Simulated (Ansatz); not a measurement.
System: Ca, space group Pm-3m (No. 221) (one of a set of cubic test structures, which need not be the stable phase).

Calculation (Ansatz 0.2.0 development build): equation of state of a cubic crystal from periodic Kohn-Sham density functional theory without spin, third-order Birch-Murnaghan fit to the free energies; pressure corrected for the finite basis. Level: PBE.

structure type simple cubic; atoms in cell 1; space group number 221; lattice centring simple cubic; k mesh 16×16×16; occupation method Fermi–Dirac; occupation width 0.06123 eV; wave cutoff 700 eV; datasets hard PAW; density tolerance 1e−09 eV; bands 9; density cutoff ratio 4; search for lower states default.

What does the calculation give for the energy above the lowest point against volume? The volume takes the values 41.08, 41.96, 42.83, 43.70, 44.58, 45.45, 46.33 Å³/atom.

A third-order Birch–Murnaghan fit gives V0 = 43.61 Å³/atom, B0 = 10.9 GPa and B′ = 3.1. The energy above the lowest point is 5.391 meV/atom at volume 41.08 Å³/atom and 5.256 meV/atom at 46.33 Å³/atom; the lowest computed point is at volume 43.70 Å³/atom (0.000 meV/atom).

```tsv
volume (Å³/atom)	energy above the lowest point (meV/atom)
41.08	5.391
41.96	2.245
42.83	0.480
43.70	0.000
44.58	0.700
45.45	2.481
46.33	5.256
```

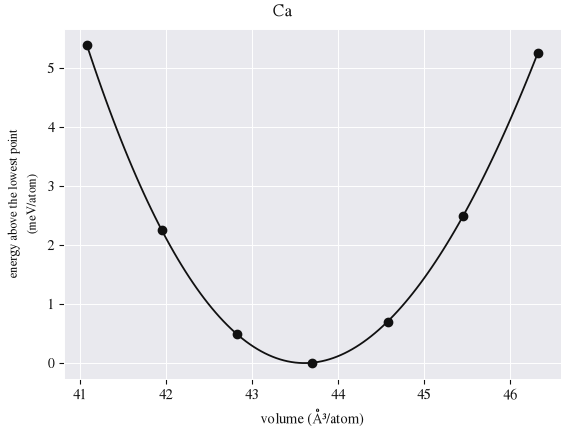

Limits of the calculation: cubic model structure, not the ambient form; modest k-mesh, values are not fully converged in k.
